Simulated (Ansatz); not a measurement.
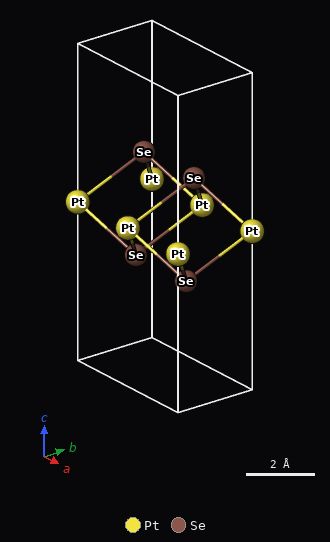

The input geometry (ball-and-stick view of the 2 × 1 repeat of the cell, with the vacuum cut short, seen slightly off an axis).

## Geometry relaxation of PtSe2 (part 1 of 3)

The run: geometry relaxation of PtSe2 (slab, 3 atoms in the cell). Method and program: DFT, HSE06, plane waves, PAW, no spin polarisation (Ansatz 0.2.0).

The geometry comes from this level: r2SCAN.

## The input
```yaml
crystal:
  lattice:
    - [3.7027862523, 0.0, 0.0]
    - [-1.8513931261, 3.2067069593, 0.0]
    - [0.0, 0.0, 30.0620632936]
  atoms:
    - { symbol: Pt, position: [0.0, 0.0, 0.2993806484] }
    - { symbol: Se, position: [0.3333333333, 0.6666666667, 0.3432360092] }
    - { symbol: Se, position: [0.6666666667, 0.3333333333, 0.2555252876] }
  periodic: [true, true, false]
kpoints:
  mp_grid: { grid: [6, 6, 1] }
hamiltonian:
  xc: hse06
scf:
  occupations: { method: fermi_dirac, width: 0.02 }
relax:
  f_tol: 0.005
  cell: {}
output:
  write_density: true
  write_potential: true
  elf: true
  volumetric_format: npy
```

Launched with:
```bash
ansatz run input.yaml --threads 4 --pin off --max-ram 7372MiB --backend cpu --events-out ev --progress --plain --runs-dir out
```

## The program's output
```
Engine: ansatz 0.2.0, aarch64-unknown-linux-gnu
Pseudopotentials: kind: paw
Pseudopotential: Pt, paw, valence charge 18, recommended cutoff 420 eV (normal), Pt.paw.azcp
Pseudopotential: Se, paw, valence charge 16, recommended cutoff 420 eV (normal), Se.paw.azcp
Functional definition: HSE06
  parameter a = 0.25
  parameter omega = 0.11/bohr
  exchange = pbe_x - a*pbe_x_sr(omega) + a*exact_x_sr(omega)
  correlation = pbe_c
Crystal: 3 atoms, lattice volume = 356.949 Å³
Basis set: ecut = 420 eV, 7025 PW (Γ), exchange–correlation on 50×50×432 points (8 copies of the dense FFT grid, shifted against one another)
Bands: 30, of which v1, the nominal top of the filled ones, is band 25 counted from 1 (24 counted from 0)
Symmetry: 12 space group operations
Space group: P-3m1 (ITA 164), of the structure as read, at distance tolerance 7.1e-5 Å
k-points: 7 of 36
Non-local potential: Pt, projectors of the file, l = 0: 3, l = 1: 2, l = 2: 2, l = 3: 1
Non-local potential: Se, projectors of the file, l = 0: 2, l = 1: 2, l = 2: 3, l = 3: 1
PAW form: soft (Blöchl's): semilocal exchange-correlation on the pseudo side does not see the compensation charge
PAW frozen core: Pt, regenerated for the run's functional, and the local potential with it (the file was generated under x = pbe(κ = 0.804, μ = 0.2195149727645171), c = pbe(β = 0.06672455060314922))
PAW frozen core: Se, regenerated for the run's functional, and the local potential with it (the file was generated under x = pbe(κ = 0.804, μ = 0.2195149727645171), c = pbe(β = 0.06672455060314922))
PAW one-centre angular grid: Pt, 590 points (default); XC on 64 Gauss nodes
PAW one-centre angular grid: Se, 590 points (default); XC on 64 Gauss nodes
Initial density: superposition of atomic densities (neutral atoms: chi_scale 0, normalization atom), corrected by the library's trained network
Initial wavefunctions: pseudopotential atomic-orbital guess
Functional: x = pbe(κ = 0.804, μ = 0.2195149727645171), c = pbe(β = 0.06672455060314922), warm-up for x = pbe(κ = 0.804, μ = 0.2195149727645171) + 0.25 (exact − pbe) at short range (hse, ω = 0.20786987370883472 Å⁻¹), c = pbe(β = 0.06672455060314922); HSE06 as pw.x's `hse` composes it (authors' and Libxc's form: `xc: wpbeh`)
SCF iter   1: F=—  HF=-23462.353072 eV  |F-HF|=—  |Δ(HF+E_count)|=         —  Δρ=2.45e-3  dr2=2.70e-2  ethr=1.77e-3  ⟨swp⟩=17.0  Hψ=1047  notcnv=0
preconditioner: auto → none  [insulator: Δε(μ)=1.693 eV  Ē_g=9.384 eV  σ=0.020 eV  W_gap=1.00  n_scr=24 (ndim 8)  ℏωp=9.2 eV  f_vac=0.791  D(μ)=0.00/eV (n_scr^D=0)]
SCF iter   2: F=—  HF=-23462.359698 eV  |F-HF|=—  |Δ(HF+E_count)|=   6.63e-3  Δρ=2.71e-3  dr2=5.78e-2  ethr=5.41e-5  ⟨swp⟩=6.1  Hψ=649  notcnv=0  defer=11
iter 3 solved again at ethr=1.25e-6 eV; its pass at ethr=5.41e-5 eV (dr2=6.23e-4 eV) is discarded
SCF iter   3: F=—  HF=-23462.349583 eV  |F-HF|=—  |Δ(HF+E_count)|=   1.01e-2  Δρ=4.44e-4  dr2=6.28e-4  ethr=1.25e-6  ⟨swp⟩=4.3  Hψ=995  notcnv=0  defer=1
SCF iter   4: F=—  HF=-23462.349671 eV  |F-HF|=—  |Δ(HF+E_count)|=   8.79e-5  Δρ=1.21e-4  dr2=2.33e-5  ethr=1.25e-6  ⟨swp⟩=3.9  Hψ=470  notcnv=0  defer=9
SCF iter   5: F=—  HF=-23462.349695 eV  |F-HF|=—  |Δ(HF+E_count)|=   2.36e-5  Δρ=3.50e-5  dr2=1.74e-6  ethr=4.67e-8  ⟨swp⟩=4.7  Hψ=571  notcnv=0  defer=4
SCF iter   6: F=—  HF=-23462.349720 eV  |F-HF|=—  |Δ(HF+E_count)|=   2.49e-5  Δρ=1.12e-5  dr2=1.59e-7  ethr=3.48e-9  ⟨swp⟩=4.6  Hψ=556  notcnv=0  defer=1
SCF iter   7: F=—  HF=-23462.349823 eV  |F-HF|=—  |Δ(HF+E_count)|=   1.03e-4  Δρ=1.18e-6  dr2=5.38e-9  ethr=3.18e-10  ⟨swp⟩=4.0  Hψ=490  notcnv=0  defer=2
SCF iter   8: F=—  HF=-23462.349823 eV  |F-HF|=—  |Δ(HF+E_count)|=   2.22e-9  Δρ=3.28e-7  dr2=3.60e-10  ethr=1.08e-11  ⟨swp⟩=4.1  Hψ=511  notcnv=0  defer=1
SCF iter   9: F=—  HF=-23462.349823 eV  |F-HF|=—  |Δ(HF+E_count)|=   1.63e-9  Δρ=7.24e-8  dr2=3.34e-11  ethr=1.80e-12 (applied; sched 1.00e-12)  ⟨swp⟩=4.7  Hψ=486  notcnv=0
SCF iter  10: F=-23462.349823 eV  HF=-23462.349823 eV  |F-HF|=9.82e-11  |Δ(HF+E_count)|=  2.91e-11  Δρ=2.14e-8  dr2=3.07e-12  ethr=1.29e-12 (applied; sched 1.00e-12)  ⟨swp⟩=2.0  Hψ=386  notcnv=0
SCF 1 converged in 10 iterations: F = -23462.349823 eV  dr2 = 3.07e-12
  greatest PAW one-centre occupation: 1.000 electrons in one spin orbital (limit 2), on the Pt atom at site 0 (counted from 0), in its partial waves of l = 0
Initial density: handed on by an earlier stage of this run
Initial wavefunctions: those handed on with the density
Functional: x = pbe(κ = 0.804, μ = 0.2195149727645171) + 0.25 (exact − pbe) at short range (hse, ω = 0.20786987370883472 Å⁻¹), c = pbe(β = 0.06672455060314922); HSE06 as pw.x's `hse` composes it (authors' and Libxc's form: `xc: wpbeh`)
Exchange kernel: α = 0.2500, screened, ω = 0.2079 Å⁻¹, Wigner–Seitz truncation, v(0) = 1046.4895 eV·Å³, q-mesh 6×6×1, nearest image of the exchange supercell L = 22.22 Å, pair-density grid 24×24×216, without the augmentation charges, whose exchange is taken in its separable form by FFT convolution over the k-point mesh (the finest that the files' search goes to), smooth part of the exact exchange by density-matrix convolution
Frozen-core exchange: fock
iter 1 solved again at ethr=1.70e-5 eV; its pass at ethr=1.00e-1 eV (dr2=8.48e-3 eV) is discarded
SCF iter   1: F=—  HF=-23467.597993 eV  |F-HF|=—  |Δ(HF+E_count)|=         —  Δρ=2.82e-3  dr2=1.10e-2  ethr=1.70e-5  ⟨swp⟩=9.6  Hψ=1226  notcnv=0
preconditioner: auto → none  [insulator: Δε(μ)=2.152 eV  Ē_g=10.773 eV  σ=0.020 eV  W_gap=1.00  n_scr=24 (ndim 8)  ℏωp=9.2 eV  f_vac=0.791  D(μ)=0.00/eV (n_scr^D=0)]
SCF iter   2: F=—  HF=-23467.589032 eV  |F-HF|=—  |Δ(HF+E_count)|=   8.96e-3  Δρ=1.67e-3  dr2=7.21e-3  ethr=1.70e-5  ⟨swp⟩=4.1  Hψ=606  notcnv=0  defer=3
SCF iter   3: F=—  HF=-23467.589448 eV  |F-HF|=—  |Δ(HF+E_count)|=   4.15e-4  Δρ=1.12e-3  dr2=9.71e-3  ethr=1.24e-5  ⟨swp⟩=5.0  Hψ=573  notcnv=0  defer=2
SCF iter   4: F=—  HF=-23467.587620 eV  |F-HF|=—  |Δ(HF+E_count)|=   1.83e-3  Δρ=3.73e-4  dr2=1.43e-3  ethr=1.24e-5  ⟨swp⟩=4.0  Hψ=512  notcnv=0  defer=1
SCF iter   5: F=—  HF=-23467.601721 eV  |F-HF|=—  |Δ(HF+E_count)|=   1.41e-2  Δρ=5.22e-4  dr2=3.32e-4  ethr=2.67e-7  ⟨swp⟩=4.9  Hψ=782  notcnv=0  defer=1
SCF iter   6: F=—  HF=-23467.601616 eV  |F-HF|=—  |Δ(HF+E_count)|=   1.05e-4  Δρ=1.03e-4  dr2=6.31e-5  ethr=2.67e-7  ⟨swp⟩=3.0  Hψ=507  notcnv=0
SCF iter   7: F=—  HF=-23467.601986 eV  |F-HF|=—  |Δ(HF+E_count)|=   3.70e-4  Δρ=1.04e-4  dr2=1.68e-5  ethr=1.75e-8  ⟨swp⟩=4.7  Hψ=657  notcnv=0
SCF iter   8: F=-23467.601981 eV  HF=-23467.601981 eV  |F-HF|=7.58e-9  |Δ(HF+E_count)|=   4.36e-6  Δρ=5.38e-6  dr2=1.96e-6  ethr=1.75e-8  ⟨swp⟩=3.0  Hψ=424  notcnv=0
SCF 2 stopped early in 8 iterations: F = -23467.601981 eV  dr2 = 1.96e-6
[... from here on the iterations of each SCF are left out, up to the last one ...]
  Residual-converged pass: ⟨swp⟩=5.0  Hψ=696  notcnv=0  max |occ|·‖R‖ = 6.4e-6 eV (tolerance 6.7e-6 eV)  dr2=1.97e-6  dr2_onsite=1.36e-8  max |Δocc| = 0.0e0
hybrid outer 1: dexx = +1.731e-2 eV, tail = 1.65e-4 eV
Exchange kernel: α = 0.2500, screened, ω = 0.2079 Å⁻¹, Wigner–Seitz truncation, v(0) = 1046.4895 eV·Å³, q-mesh 6×6×1, nearest image of the exchange supercell L = 22.22 Å, pair-density grid 24×24×216, without the augmentation charges, whose exchange is taken in its separable form by FFT convolution over the k-point mesh (the finest that the files' search goes to), smooth part of the exact exchange by density-matrix convolution
Frozen-core exchange: fock
preconditioner: auto → none  [insulator: Δε(μ)=2.215 eV  Ē_g=10.789 eV  σ=0.020 eV  W_gap=1.00  n_scr=24 (ndim 8)  ℏωp=9.2 eV  f_vac=0.792  D(μ)=0.00/eV (n_scr^D=0)]
SCF 3 stopped early in 7 iterations: F = -23467.602466 eV  dr2 = 6.38e-10
  Residual-converged pass: ⟨swp⟩=4.0  Hψ=524  notcnv=0  max |occ|·‖R‖ = 8.8e-7 eV (tolerance 9.1e-7 eV)  dr2=6.44e-10  dr2_onsite=2.85e-11  max |Δocc| = 0.0e0
hybrid outer 2: dexx = +2.763e-6 eV, tail = 9.05e-8 eV, Δε = 3.82e-3 eV (about 1.43e-4 eV left of the loop's levels), ΔF = 6.98e-3 eV/Å (tail 1.42e-3)
Exchange kernel: α = 0.2500, screened, ω = 0.2079 Å⁻¹, Wigner–Seitz truncation, v(0) = 1046.4895 eV·Å³, q-mesh 6×6×1, nearest image of the exchange supercell L = 22.22 Å, pair-density grid 24×24×216, without the augmentation charges, whose exchange is taken in its separable form by FFT convolution over the k-point mesh (the finest that the files' search goes to), smooth part of the exact exchange by density-matrix convolution
Frozen-core exchange: fock
SCF 4 converged in 4 iterations: F = -23467.602467 eV  dr2 = 1.52e-11
  Residual-converged pass: ⟨swp⟩=7.0  Hψ=882  notcnv=0  max |occ|·‖R‖ = 9.9e-9 eV (tolerance 1.0e-8 eV)  dr2=1.55e-11  dr2_onsite=1.52e-13  max |Δocc| = 0.0e0
hybrid outer 3: dexx = +3.338e-9 eV, tail = 8.57e-11 eV, Δε = 1.40e-4 eV (about 6.06e-6 eV left of the loop's levels), ΔF = 4.17e-4 eV/Å (tail 7.99e-5)
relax step   1: F+E_penalty+E_count = -23467.60246703 eV  Δ(F+E_penalty+E_count) = +0.000e0 eV  max|allowed force component| = 2.726e-1 eV/Å  Δτ_max = 0.0000 Å  P = -0.995 N/m  Ω = 356.949 Å³  fix = [c, alpha, beta]  reactions: c -0.000 N/m  (29 SCF iters, accepted)
Crystal: 3 atoms, lattice volume = 356.262 Å³
Basis set: ecut = 420 eV, 6989 PW (Γ), exchange–correlation on 50×50×432 points (8 copies of the dense FFT grid, shifted against one another)
Exchange kernel: α = 0.2500, screened, ω = 0.2079 Å⁻¹, Wigner–Seitz truncation, v(0) = 1046.4840 eV·Å³, q-mesh 6×6×1, nearest image of the exchange supercell L = 22.20 Å, pair-density grid 24×24×216, without the augmentation charges, whose exchange is taken in its separable form by FFT convolution over the k-point mesh (the finest that the files' search goes to), smooth part of the exact exchange by density-matrix convolution
Frozen-core exchange: fock
preconditioner: auto → none  [insulator: Δε(μ)=2.337 eV  Ē_g=10.946 eV  σ=0.020 eV  W_gap=1.00  n_scr=24 (ndim 8)  ℏωp=9.2 eV  f_vac=0.795  D(μ)=0.00/eV (n_scr^D=0)]
eigensolver tolerance schedule: the retry pair's looser diagonalisation over-reported the residual by 0.16 of it (diagonalisation noise at 0.16 of the residual, at the tolerance the schedule requests for it); recorded, not acted on — ethr = c·dr2/N_el stays at c = 1.0e-1
SCF 5 stopped early in 7 iterations: F = -23467.639219 eV  dr2 = 3.55e-5
  Residual-converged pass: ⟨swp⟩=5.6  Hψ=698  notcnv=0  max |occ|·‖R‖ = 6.5e-6 eV (tolerance 6.7e-6 eV)  dr2=3.53e-5  dr2_onsite=5.68e-7  max |Δocc| = 0.0e0
hybrid outer 1: dexx = +2.145e-1 eV, tail = 8.76e-3 eV
Exchange kernel: α = 0.2500, screened, ω = 0.2079 Å⁻¹, Wigner–Seitz truncation, v(0) = 1046.4840 eV·Å³, q-mesh 6×6×1, nearest image of the exchange supercell L = 22.20 Å, pair-density grid 24×24×216, without the augmentation charges, whose exchange is taken in its separable form by FFT convolution over the k-point mesh (the finest that the files' search goes to), smooth part of the exact exchange by density-matrix convolution
Frozen-core exchange: fock
preconditioner: auto → none  [insulator: Δε(μ)=2.348 eV  Ē_g=10.963 eV  σ=0.020 eV  W_gap=1.00  n_scr=24 (ndim 8)  ℏωp=9.2 eV  f_vac=0.794  D(μ)=0.00/eV (n_scr^D=0)]
SCF 6 stopped early in 5 iterations: F = -23467.601287 eV  dr2 = 9.06e-9
  Residual-converged pass: ⟨swp⟩=4.0  Hψ=523  notcnv=0  max |occ|·‖R‖ = 6.3e-6 eV (tolerance 6.7e-6 eV)  dr2=9.03e-9  dr2_onsite=3.91e-10  max |Δocc| = 0.0e0
hybrid outer 2: dexx = +5.601e-5 eV, tail = 1.33e-5 eV, Δε = 1.84e-2 eV (about 1.15e-3 eV left of the loop's levels), ΔF = 9.14e-1 eV/Å (tail 6.77e-1)
Exchange kernel: α = 0.2500, screened, ω = 0.2079 Å⁻¹, Wigner–Seitz truncation, v(0) = 1046.4840 eV·Å³, q-mesh 6×6×1, nearest image of the exchange supercell L = 22.20 Å, pair-density grid 24×24×216, without the augmentation charges, whose exchange is taken in its separable form by FFT convolution over the k-point mesh (the finest that the files' search goes to), smooth part of the exact exchange by density-matrix convolution
Frozen-core exchange: fock
preconditioner: auto → none  [insulator: Δε(μ)=2.349 eV  Ē_g=10.969 eV  σ=0.020 eV  W_gap=1.00  n_scr=24 (ndim 8)  ℏωp=9.2 eV  f_vac=0.794  D(μ)=0.00/eV (n_scr^D=0)]
SCF 7 stopped early in 4 iterations: F = -23467.601274 eV  dr2 = 4.91e-11
  Residual-converged pass: ⟨swp⟩=4.0  Hψ=563  notcnv=0  max |occ|·‖R‖ = 6.2e-7 eV (tolerance 6.4e-7 eV)  dr2=4.66e-11  dr2_onsite=2.58e-12  max |Δocc| = 0.0e0
hybrid outer 3: dexx = +4.791e-8 eV, tail = 1.03e-9 eV, Δε = 3.55e-4 eV (about 9.76e-6 eV left of the loop's levels), ΔF = 2.87e-2 eV/Å (tail 2.12e-2)
Exchange kernel: α = 0.2500, screened, ω = 0.2079 Å⁻¹, Wigner–Seitz truncation, v(0) = 1046.4840 eV·Å³, q-mesh 6×6×1, nearest image of the exchange supercell L = 22.20 Å, pair-density grid 24×24×216, without the augmentation charges, whose exchange is taken in its separable form by FFT convolution over the k-point mesh (the finest that the files' search goes to), smooth part of the exact exchange by density-matrix convolution
Frozen-core exchange: fock
SCF 8 converged in 2 iterations: F = -23467.601274 eV  dr2 = 6.08e-12
  Residual-converged pass: ⟨swp⟩=7.3  Hψ=910  notcnv=0  max |occ|·‖R‖ = 9.7e-9 eV (tolerance 1.0e-8 eV)  dr2=5.38e-12  dr2_onsite=2.32e-13  max |Δocc| = 0.0e0
hybrid outer 4: dexx = +4.485e-11 eV, tail = 1.64e-11 eV, Δε = 2.31e-5 eV (about 2.59e-6 eV left of the loop's levels), ΔF = 1.10e-4 eV/Å (tail 4.66e-4)
relax step   2: F+E_penalty+E_count = -23467.60127441 eV  Δ(F+E_penalty+E_count) = +1.193e-3 eV  max|allowed force component| = 3.137e-1 eV/Å  Δτ_max = 0.0437 Å  P = +0.703 N/m  Ω = 356.262 Å³  energy of the carried Pulay correction = +2.843e-5 eV  fix = [c, alpha, beta]  (18 SCF iters, rejected (line search))
```
